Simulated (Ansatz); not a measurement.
## Run report: Pd, geometry relaxation (part 2 of 2)

Continued. System: Pd (slab, 4 atoms in the cell). Method: DFT PBE, scalar-relativistic, plane waves, PAW, no spin polarisation (Ansatz 0.2.0); cutoff 420 eV, 10×10×1 k-mesh, Gaussian smearing of 0.1 eV. The structure derives from an entry of the Crystallography Open Database. The input holds or restrains some coordinates. Forces given for the steps count only the free coordinates.

Geometry of the input (Å; fractional positions):
```
2.7877  0.0000  0.0000
0.0000  2.7877  0.0000
0.0000  0.0000  22.9136
Pd 0.5000  0.5000  0.3710
Pd 0.0000  0.0000  0.4570
Pd 0.5000  0.5000  0.5430
Pd 0.0000  0.0000  0.6290
```

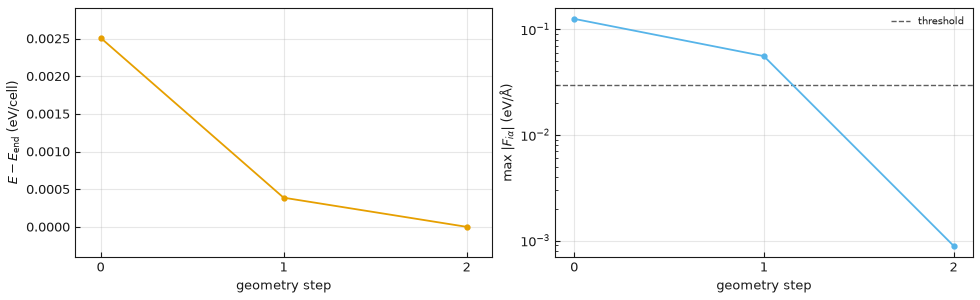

Figure 1. Progress of the restrained relaxation, step by step (the first geometry is step 0 here and step 1 in the log).

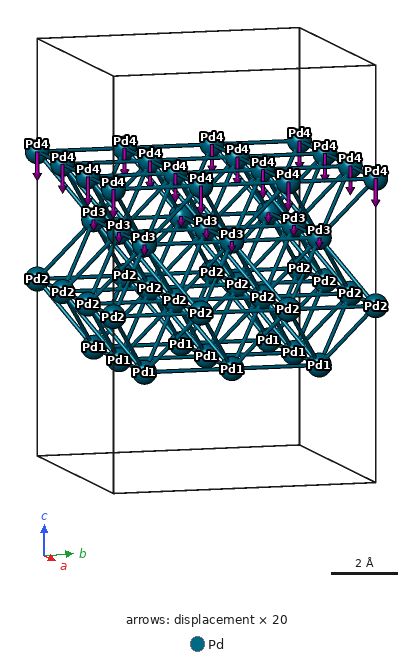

Figure 2. The starting structure with the displacements as pink arrows, magnified 20 times (ball-and-stick view of the 3 × 3 repeat of the cell, with the vacuum cut short, seen slightly off an axis). The atom that moves furthest is Pd4 (0.046 Å). The cell stays as it was. Distances before and after: Pd3–Pd4 2.788 → 2.768 Å, Pd2–Pd3 2.788 → 2.775 Å. After 2 geometry steps the energy has fallen by 2.5 meV per cell of the calculation. Largest force component: 0.13 eV/Å at the start, 0.00089 eV/Å at the end. (Atoms are counted from 1 in the order of the input.)

```
WARN: The output density's exchange-correlation potential varies sharply where the density is thin. Do not read a vacuum level from v_tot or v_xc, or from such a field of the output density. On a cell that repeats whose density bears no net charge and no dipole along the vacuum's axis use v_es (v_loc + v_h of the components); under efield.dipole_correction with no amplitude use v_es + v_field, which holds any external_charges[].barrier, or the levels of the report's work_function block, which leave it out; under a non-zero efield.amplitude the vacuum is tilted and has no level; on a cell that repeats and bears such a dipole with no correction it is tilted too, and efield.dipole_correction with no amplitude gives each side of its ramp a level where efield: is served; in a cell that repeats whose density bears a net charge (total_charge, or a fill off its count) it is curved and has none; of a slab under crystal.periodic whose density bears no net charge use v_es, which has a level on each side, short of where the two are joined; of another it falls or rises all the way out and has none; of a slab beside external_charges read slab_vacuum_level instead, which it has where they leave it neutral. The grid or the basis barely resolves most such structure, and the values can differ between equally converged runs; as a rule a tighter scf.convergence.dr2_threshold does not remove it. Where the density itself ripples (under the LDA too) a higher basis.ecutwfc lessens it. The files hold the spikes' plane waves up to the density's cutoff. Files: v_tot_of_output_density and the like, and their columns of v_z.tsv (output.write_potential); v_xc_of_output_density and the like, and their columns of v_comp_z.tsv (output.write_potential_components). Measured: with its Gaussian average of σ = 0.25 Å subtracted twice, the exchange-correlation potential is over 0.1 eV at 4 of the grid points where the equally averaged density (valence and model cores) is under 1e-3 e/Å³, and 0.124 eV at the most among them, at an averaged density of 4.8e-9 e/Å³. The input density's (outcome.potential() and, of a run that writes arrays, v_tot and v_xc) is over 0.1 eV, so measured, at 6 points of its own thin density, 0.118 eV at the most. See output.write_potential in the manual, Limitations
SCF converged after 9 iterations
Free energy (F): -27889.935946 eV
Harris-Foulkes:  -27889.935946 eV  (|F-HF|=2.25e-9)
Internal energy: -27889.881619 eV  (E = F + TS)
E sigma→0 (E₀):  -27889.908783 eV
Entropy (-TS):   -0.054327 eV (-13.582 meV/atom)
Fermi energy:    3.163739 eV
Dipole field:    D = 0.000158 V/Å  (p = 0.000155 e·Å, saw-weighted, corrected)
Work function:   Φ+ = 5.0829 eV   Φ− = 5.0865 eV
Levels:          The Fermi level and band energies are counted from a zero that moves with the ramp; work functions are not
--- Per-component energies (eV) ---
  E_band       = -1718.432455
  E_kinetic    = 2052.338400
  E_local      = -109401.830442  (includes V_loc(G=0)·N_el)
  E_nonlocal   = 871.050533
  E_hartree    = 53460.843639
  E_xc         = -671.272496
  E_vxc        = -841.642546  (∫ρ·V_xc dr)
  E_paw        = -15002.462282  (= ΣΔE_a)
  E_vpaw       = -1320.046022  (= ΣTr[D̂ρ^β])
  E_aug_tail   = 0.000839  (compensation charges beyond the density's cutoff)
  E_efield     = 0.000000  (sawtooth field / dipole correction)
  E_vefield    = 0.000182  (∫n·V_field dr)
  E_ewald      = 40801.450188
  E_smearing   = -0.054327  (= −TS)
  E_closure    = 0.000000  (closes the sum)
  Σ components = -27889.935946   (vs F -27889.935946, Δ=0.00e0)
--- Forces (eV/Å), atoms counted from 1 ---
  atom   1  Pd     0.00000000    -0.00000000     0.12596897
  atom   2  Pd    -0.00000000     0.00000000    -0.12621296
  atom   3  Pd    -0.00000000     0.00000000    -0.00068448
  atom   4  Pd     0.00000000    -0.00000000     0.00089445
  max |Σ_I F_I| component: 3.40e-5 eV/Å
--- Band table (eV; the first three rows and the last of 21) ---
  k-point 0: bands = ["-80.8762", "-80.8385", "-80.3704", "-80.3392", "-46.7111", "-46.5368", "-46.5077", "-46.5077", "-46.4345", "-46.4345", "-46.0744", "-46.0744", "-46.0444", "-46.0444", "-45.9738", "-45.9421", "-3.1356", "-1.8305", "-1.4730", "-1.4415", "-1.0001", "-0.7831", "-0.0650", "0.3921", "0.7479", "0.7479", "1.5998", "1.6184", "1.6184", "1.8899", "2.1311", "2.3042", "2.5599", "2.6227", "2.6227", "2.9974", "3.1527", "3.2685", "3.2685", "4.3756", "5.9008", "8.1912", "8.3540", "9.3567"]
  k-point 1: bands = ["-80.8740", "-80.8377", "-80.3689", "-80.3378", "-46.7070", "-46.5579", "-46.5061", "-46.5043", "-46.4534", "-46.4344", "-46.0919", "-46.0732", "-46.0620", "-46.0432", "-45.9721", "-45.9406", "-2.9158", "-1.6724", "-1.3391", "-1.2884", "-0.8836", "-0.6309", "0.0092", "0.4853", "0.6876", "0.7833", "1.2568", "1.5087", "1.6199", "1.9348", "2.1380", "2.2442", "2.3527", "2.4679", "2.8008", "2.8544", "3.0608", "3.0759", "3.3077", "4.8551", "6.4999", "8.4081", "8.5512", "9.5831"]
  k-point 2: bands = ["-80.8681", "-80.8357", "-80.3652", "-80.3340", "-46.6980", "-46.6055", "-46.5106", "-46.4999", "-46.4948", "-46.4346", "-46.1372", "-46.1076", "-46.0702", "-46.0400", "-45.9681", "-45.9368", "-2.3374", "-1.4246", "-1.0593", "-0.8209", "-0.8062", "-0.0182", "0.3833", "0.6377", "0.7277", "0.8574", "0.8766", "1.2538", "1.4244", "1.8062", "1.8774", "2.0485", "2.1268", "2.2694", "2.6304", "2.7037", "3.1057", "3.2733", "3.5943", "5.8044", "7.6610", "9.0593", "9.1342", "10.2655"]
  k-point 20: bands = ["-80.8360", "-80.8169", "-80.3401", "-80.3089", "-46.6990", "-46.6990", "-46.5908", "-46.5908", "-46.5892", "-46.5636", "-46.2407", "-46.2407", "-46.2114", "-46.2114", "-45.9512", "-45.9181", "-1.5864", "-1.5663", "-1.3125", "-1.3125", "-0.6975", "-0.6595", "-0.2008", "-0.2008", "1.2952", "1.2952", "2.3544", "2.3642", "2.8014", "2.8014", "2.9515", "2.9528", "3.4112", "3.4265", "3.7266", "3.7563", "7.5331", "7.5331", "9.8649", "9.8649", "12.5072", "12.5072", "13.3394", "13.3519"]
--- Relaxed structure (3 steps of the walk, 3 accepted, 0 SCFs on fresh bases) ---
  F+E_penalty+E_count = -27889.93594599 eV   max|allowed force component| = 8.944e-4 eV/Å
  atoms:
    - { symbol: Pd, position: [0.49999999999999994, 0.49999999999999994, 0.37095932089999994] }
    - { symbol: Pd, position: [0.0, 0.0, 0.4569864403] }
    - { symbol: Pd, position: [0.49999999999999994, 0.49999999999999994, 0.5422371178400301] }
    - { symbol: Pd, position: [-3.228734649160927e-18, 1.1399384777942196e-33, 0.6270188964997557] }
```

Trajectory as extended XYZ (Å, eV, eV/Å), 3 frames, from step=1 to step=3
```
4
Lattice="2.7877 0.0000 0.0000 0.0000 2.7877 0.0000 0.0000 0.0000 22.9136" Properties=species:S:1:pos:R:3:forces:R:3 step=1 energy=-27889.93344
Pd    1.3938    1.3938    8.5000    0.0000   0.0000   0.1261
Pd    0.0000    0.0000   10.4712    0.0000   0.0000  -0.0493
Pd    1.3938    1.3938   12.4424    0.0000   0.0000   0.0493
Pd    0.0000    0.0000   14.4136    0.0000   0.0000  -0.1261
4
Lattice="2.7877 0.0000 0.0000 0.0000 2.7877 0.0000 0.0000 0.0000 22.9136" Properties=species:S:1:pos:R:3:forces:R:3 step=2 energy=-27889.93556
Pd    1.3938    1.3938    8.5000    0.0000   0.0000   0.1256
Pd    0.0000    0.0000   10.4712    0.0000   0.0000  -0.1487
Pd    1.3938    1.3938   12.4195    0.0000   0.0000  -0.0329
Pd    0.0000    0.0000   14.3506    0.0000   0.0000   0.0559
4
Lattice="2.7877 0.0000 0.0000 0.0000 2.7877 0.0000 0.0000 0.0000 22.9136" Properties=species:S:1:pos:R:3:forces:R:3 step=3 energy=-27889.93595
Pd    1.3938    1.3938    8.5000    0.0000   0.0000   0.1260
Pd    0.0000    0.0000   10.4712    0.0000   0.0000  -0.1262
Pd    1.3938    1.3938   12.4246    0.0000   0.0000  -0.0007
Pd    0.0000    0.0000   14.3672    0.0000   0.0000   0.0009
```

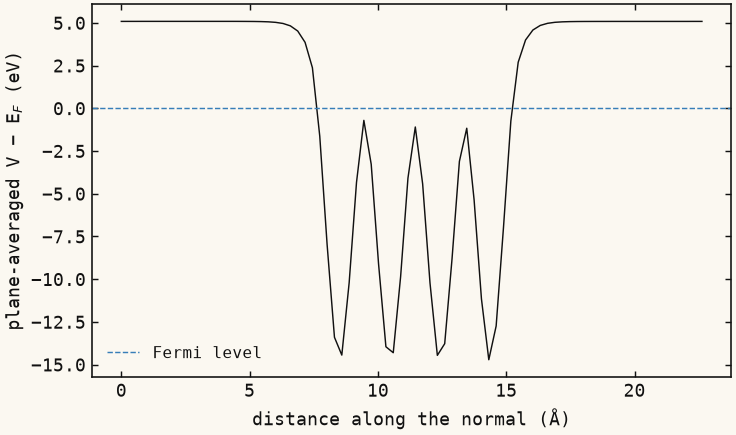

Figure 3. Plane average of the electrostatic potential energy of an electron across the cell, from the Fermi level. The vacuum level lies 5.08 eV above the Fermi level.

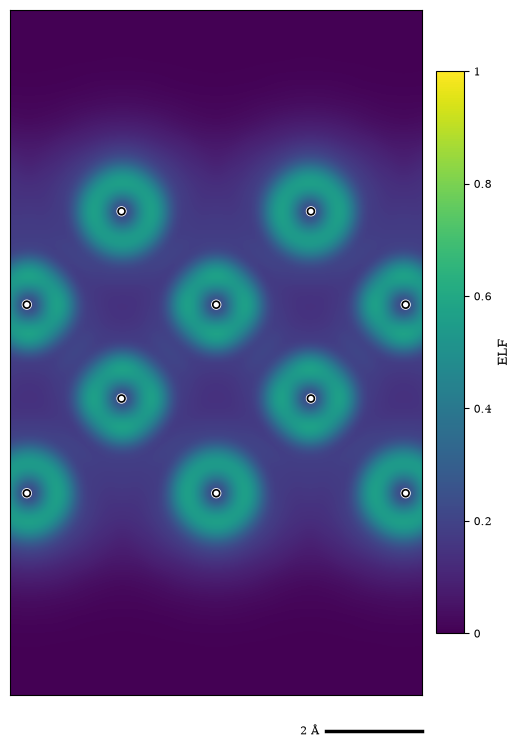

Figure 4. Electron localisation function on the (110) plane of the calculation cell, a cut from vacuum to vacuum. Circles mark the nuclei in the plane (Pd). Pd–Pd (2.77 Å): the ELF is about 0.20 at the midpoint; no localised pair between them. The strong features right at Pd lie inside the PAW spheres (semicore, d or f shells) and say nothing about bonding. The fields are those of the smooth PAW valence density.

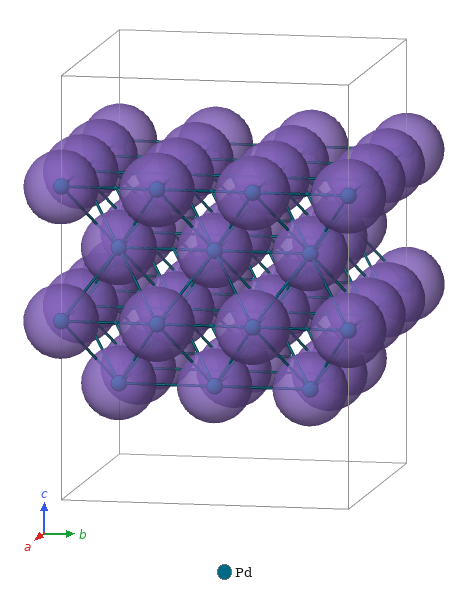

Figure 5. Isosurface of the valence pseudo-density at 0.5 e/Å³ (purple), seen slightly off an axis. Sticks mark near contacts. At this value the density breaks into separate islands; it holds about 85 % of the electrons treated as valence (semicore included). It is pinched off along the Pd–Pd (2.77 Å) contacts. On the grid the lowest density along these lines, outside the cores, is 0.29 e/Å³ (Pd–Pd, 2.77 Å).
